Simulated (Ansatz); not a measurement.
Cell and atoms:

```yaml
crystal:
  lattice:
    - [6.39722, 0.00000, 0.00000]
    - [0.00000, 6.39722, 0.00000]
    - [0.00000, 0.00000, 2.54354]
  atoms:
    - { symbol: Si, position: [0.35041, 0.35041, 0.00000] }
    - { symbol: Si, position: [0.64959, 0.64959, 0.00000] }
    - { symbol: Si, position: [0.85041, 0.14959, 0.50000] }
    - { symbol: Si, position: [0.14959, 0.85041, 0.50000] }
    - { symbol: N, position: [0.00000, 0.00000, 0.00000] }
    - { symbol: N, position: [0.50000, 0.50000, 0.50000] }
```

Say what kind of structure these coordinates give.

Answer. The solid is Si2N. The symmetry is that of P4_2/mnm (No. 136), on a primitive tetragonal lattice. Cell content 4 Si, 2 N; Z = 2. Within bonding distance, the neighbour counts come to Si 4 and N 4.

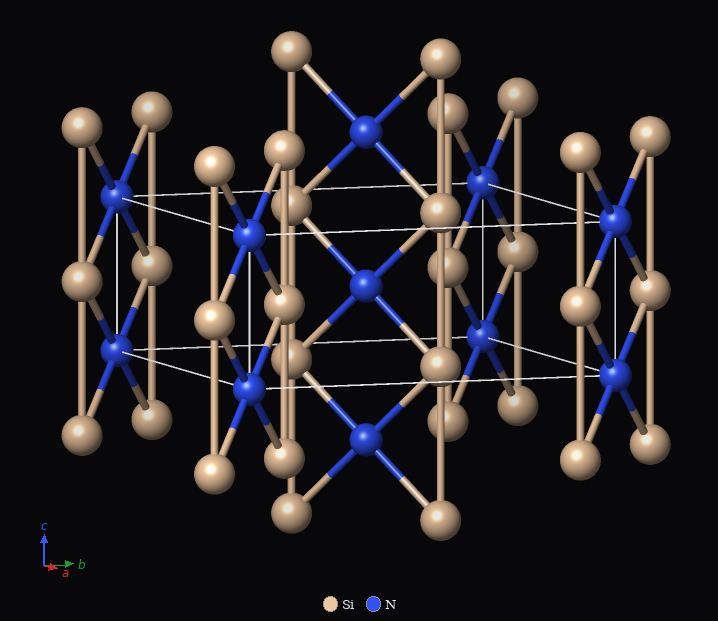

A ball-and-stick rendering, viewed slightly off an axis. The outline marks the conventional unit cell. Every bond is drawn to its end, so some atoms lie outside the box.

The initial geometry was a structure listed in the Materials Project, with elements exchanged, so it need not be a known form of the compound. The structure drawn was relaxed with DFT PBEsol, scalar-relativistic, plane waves, PAW in Ansatz.
